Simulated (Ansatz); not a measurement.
Run report: TaN, single-point calculation

System: TaN (Amm2, 2 atoms in the cell).
Method: DFT PBEsol, scalar-relativistic, plane waves, PAW, no spin polarisation (Ansatz 0.2.0).

The structure derives from an entry of the Crystallography Open Database. It belongs to a series of runs on one base structure; here: strain +0.0100 x Voigt [1, 0, 0, 0, 0, 0], atoms carried along.

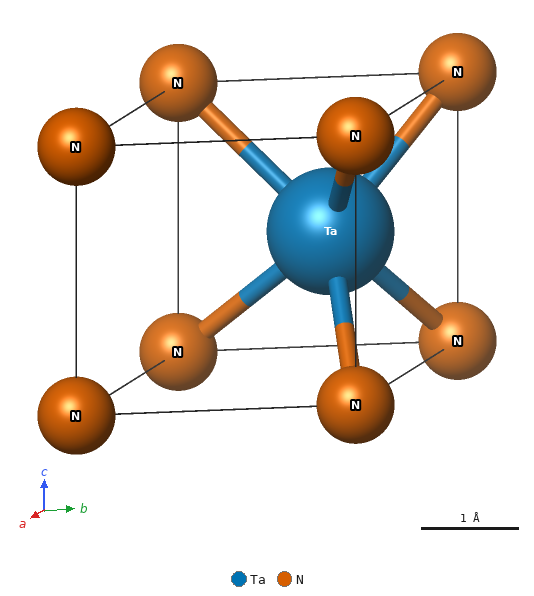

The input geometry (ball-and-stick view of the cell of the calculation, seen slightly off an axis). An atom can appear more than once, as a periodic image. Near neighbours in the periodic cell (some may lie outside the picture): Ta has 6 N at 2.22 to 2.23 Å and 8 Ta at 2.87 to 2.95 Å; N has 6 Ta at 2.22 to 2.23 Å.

**Key numbers**

| quantity | value |
| --- | --- |
| outcome | converged |
| space group (tolerance 0.01 Å) | Amm2 (38) |
| electrons treated | 18 |
| free energy | −10187.6399 eV |
| Fermi energy | 20.150 eV |
| gap on the k-point mesh | none (metallic) |
| pressure | −3.38 GPa |
| largest force (length of the vector) | 0.019 eV/Å |
| hardware | 1 thread of Intel Xeon (Granite Rapids), 192 GiB of memory available, shared host |
| wall time | 28 s |
| peak memory | 0.85 GiB |

**Notes**

Spin–orbit coupling is left out, which matters for Ta.

**Input file**
```yaml
crystal:
  lattice:
    - [2.9532289351, 0.0, 0.0]
    - [-1.4766144676, 2.5322487931, 0.0]
    - [0.0, 0.0, 2.8707276427]
  atoms:
    - { symbol: Ta, position: [0.3333333333, 0.6666666667, 0.5] }
    - { symbol: "N", position: [0.0, 0.0, 0.0] }
basis:
  ecutwfc: 420
kpoints:
  mp_grid: { grid: [24, 24, 20] }
hamiltonian:
  xc: pbesol
scf:
  occupations: { method: gaussian, width: 0.15 }
output:
  forces: true
  stress: true
  eigenvalues: true
  write_density: true
  write_potential: true
  elf: true
  volumetric_format: npy
```

Command:
```bash
ansatz run input.yaml --threads 1 --pin off --max-ram 2560MiB --backend cpu --events-out ev --progress --plain --runs-dir out
```

**What the program printed**
```
Engine: ansatz 0.2.0, x86_64-unknown-linux-gnu
Pseudopotentials: kind: paw
Pseudopotential: Ta, paw, valence charge 13, recommended cutoff 420 eV (normal), Ta.paw.azcp
Pseudopotential: N, paw, valence charge 5, recommended cutoff 420 eV (normal), N.paw.azcp
Functional definition: PBEsol
  exchange = pbesol_x
  correlation = pbesol_c
Crystal: 2 atoms, lattice volume = 21.468 Å³
Basis set: ecut = 420 eV, 405 PW (Γ), exchange–correlation on 40×40×40 points (8 copies of the dense FFT grid, shifted against one another)
Bands: 13, of which v1, the nominal top of the filled ones, is band 9 counted from 1 (8 counted from 0)
Symmetry: 4 space group operations
Space group: Amm2 (ITA 38), of the structure as read, at distance tolerance 2.8e-5 Å
k-points: 1727 of 11520 (time reversal used)
Non-local potential: Ta, projectors of the file, l = 0: 3, l = 1: 2, l = 2: 2, l = 3: 1
Non-local potential: N, projectors of the file, l = 0: 2, l = 1: 2, l = 2: 1
PAW form: soft (Blöchl's): semilocal exchange-correlation on the pseudo side does not see the compensation charge
PAW frozen core: Ta, regenerated for the run's functional, and the local potential with it (the file was generated under x = pbe(κ = 0.804, μ = 0.2195149727645171), c = pbe(β = 0.06672455060314922))
PAW frozen core: N, regenerated for the run's functional, and the local potential with it (the file was generated under x = pbe(κ = 0.804, μ = 0.2195149727645171), c = pbe(β = 0.06672455060314922))
PAW one-centre angular grid: Ta, 590 points (default); XC on 64 Gauss nodes
PAW one-centre angular grid: N, 110 points (default); XC on 64 Gauss nodes
Initial density: superposition of atomic densities (neutral atoms: chi_scale 0, normalization atom), corrected by the library's trained network
Initial wavefunctions: pseudopotential atomic-orbital guess
Functional: x = pbesol(κ = 0.804, μ = 0.12345679012345678), c = pbesol(β = 0.046)
SCF iter   1: F=—  HF=-10187.652257 eV  |F-HF|=—  |Δ(HF+E_count)|=         —  Δρ=1.72e-2  dr2=6.07e-2  ethr=1.77e-3  ⟨swp⟩=5.2  Hψ=110139  notcnv=0
preconditioner: auto → none  [metal: Δε(μ)=0.016 eV  Ē_g=11.007 eV  σ=0.150 eV  W_gap=0.06  n_scr=8 (ndim 8)  ℏωp=25.3 eV  f_vac=0.000  D(μ)=0.07/eV (n_scr^D=0)  sad-step TF]
SCF iter   2: F=—  HF=-10187.645602 eV  |F-HF|=—  |Δ(HF+E_count)|=   6.65e-3  Δρ=1.04e-2  dr2=2.58e-2  ethr=3.37e-4  ⟨swp⟩=1.0  Hψ=36267  notcnv=0
SCF iter   3: F=—  HF=-10187.639965 eV  |F-HF|=—  |Δ(HF+E_count)|=   5.64e-3  Δρ=1.09e-3  dr2=1.53e-4  ethr=1.44e-4  ⟨swp⟩=2.1  Hψ=28215  notcnv=0
SCF iter   4: F=—  HF=-10187.639895 eV  |F-HF|=—  |Δ(HF+E_count)|=   7.02e-5  Δρ=2.26e-4  dr2=6.94e-6  ethr=8.50e-7  ⟨swp⟩=2.0  Hψ=35955  notcnv=0
SCF iter   5: F=—  HF=-10187.639910 eV  |F-HF|=—  |Δ(HF+E_count)|=   1.48e-5  Δρ=1.86e-5  dr2=3.43e-8  ethr=3.85e-8  ⟨swp⟩=2.3  Hψ=31836  notcnv=0
SCF iter   6: F=-10187.639910 eV  HF=-10187.639910 eV  |F-HF|=1.00e-10  |Δ(HF+E_count)|=   1.83e-9  Δρ=3.51e-6  dr2=7.60e-10  ethr=1.91e-10  ⟨swp⟩=6.2  Hψ=134163  notcnv=0
the search or the solves at the SCF's close seem to have found levels that the self-consistency loop had missed (the run counts 2). By its estimate they hold under 1e-12 electrons; where the run keeps them, the occupations were computed again with them
SCF 1 converged in 6 iterations: F = -10187.639910 eV  dr2 = 7.60e-10
  greatest PAW one-centre occupation: 1.000 electrons in one spin orbital (limit 2), on the Ta atom at site 0 (counted from 0), in its partial waves of l = 0
SCF converged after 6 iterations
Free energy (F): -10187.639910 eV
Harris-Foulkes:  -10187.639910 eV  (|F-HF|=1.00e-10)
Internal energy: -10187.639154 eV  (E = F + TS)
E sigma→0 (E₀):  -10187.639532 eV
Entropy (-TS):   -0.000756 eV (-0.378 meV/atom)
Fermi energy:    20.149891 eV
--- Per-component energies (eV) ---
  E_band       = -52.982638
  E_kinetic    = 499.218083
  E_local      = -602.617384  (includes V_loc(G=0)·N_el)
  E_nonlocal   = 62.550225
  E_hartree    = 202.330179
  E_xc         = -278.010081
  E_vxc        = -281.805763  (∫ρ·V_xc dr)
  E_paw        = -8395.377410  (= ΣΔE_a)
  E_vpaw       = -134.987981  (= ΣTr[D̂ρ^β])
  E_aug_tail   = 0.000183  (compensation charges beyond the density's cutoff)
  E_ewald      = -1675.974695
  E_core_change = 0.241745  (= ΣΔE_core)
  E_smearing   = -0.000756  (= −TS)
  E_closure    = -0.000000  (closes the sum)
  Σ components = -10187.639910   (vs F -10187.639910, Δ=0.00e0)
--- Forces (eV/Å), atoms counted from 1 ---
  atom   1  Ta    -0.00000000     0.01881121     0.00000000
  atom   2  N      0.00000000    -0.01881331     0.00000000
  max |Σ_I F_I| component: 2.10e-6 eV/Å
--- Stress (GPa, compression-positive) ---
       -6.484876      -0.000000       0.000000
       -0.000000      -2.124080       0.000000
        0.000000       0.000000      -1.534855
  P = ⅓ Tr σ = -3.3813 GPa (-33.813 kbar)
--- Band table (eV; the first three rows and the last of 1727) ---
  k-point 0: bands = ["-48.2064", "-14.5448", "-14.3089", "-14.2877", "2.4153", "15.4815", "15.6002", "15.9431", "17.2667", "22.3552", "23.7304", "23.8602", "24.1631"]
  k-point 1: bands = ["-48.2050", "-14.5705", "-14.3068", "-14.2856", "2.4686", "15.5033", "15.6145", "15.7384", "17.4418", "22.4503", "23.2693", "23.3738", "24.5294"]
  k-point 2: bands = ["-48.2012", "-14.6445", "-14.3008", "-14.2796", "2.6249", "15.2309", "15.5669", "15.6872", "17.8519", "22.6157", "22.6961", "22.7399", "24.8950"]
  k-point 1726: bands = ["-48.0790", "-15.2481", "-14.9783", "-14.6221", "4.4991", "12.5098", "13.2955", "16.0509", "19.1127", "24.2693", "25.2552", "26.1498", "27.3213"]
```

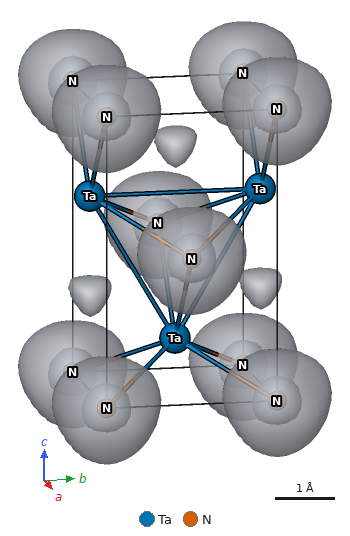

Isosurface of the electron localisation function at 0.65 (grey), seen slightly off an axis. Core shells and regions of very low density are left out. Sticks mark near contacts. The outline is the cell set on symmetry axes. Values along the shortest contacts: Ta–N (2.22 Å): the ELF is about 0.20 at the midpoint (a polar contact without a shared pair, in a metal). Ta–Ta (2.87 Å): the ELF is about 0.25 at the midpoint (no shared electron pair). Core electrons are frozen (PAW), so the fields are smoothed inside the atomic spheres.

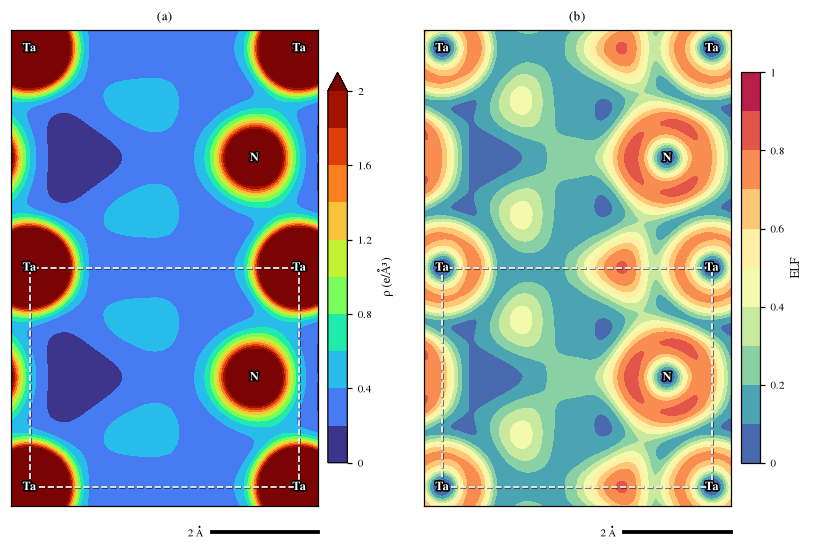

(a) valence electron density; (b) ELF on the (110) plane of the conventional cell. Atoms in the plane: Ta and N. Ta–N (2.23 Å): ρ is about 0.55 e/Å³ halfway; the ELF is about 0.20 at the midpoint (a polar contact without a shared pair, in a metal). Away from the nuclei the density in this plane falls to 0.09 e/Å³ at its lowest. The strong features right at Ta lie inside the PAW spheres (semicore, d or f shells) and say nothing about bonding.

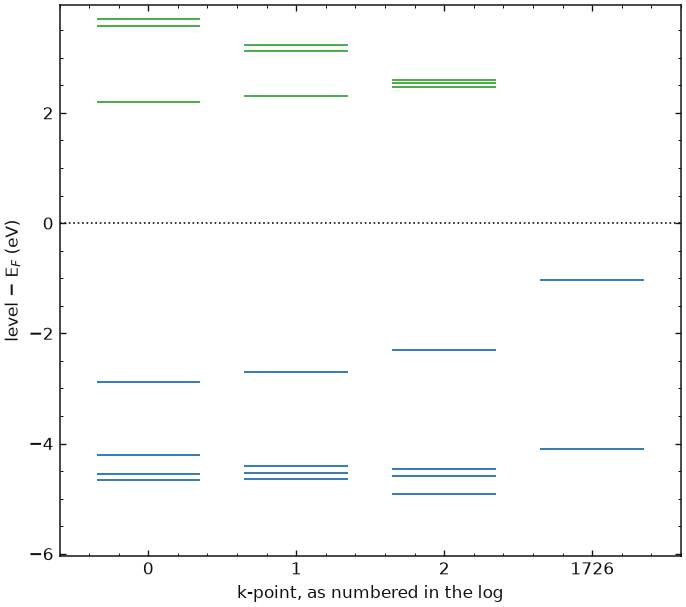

Kohn–Sham levels near the Fermi level (dotted) at the few k-points that the log prints; levels within 0.02 eV of each other stand side by side. The system is metallic on the full mesh.
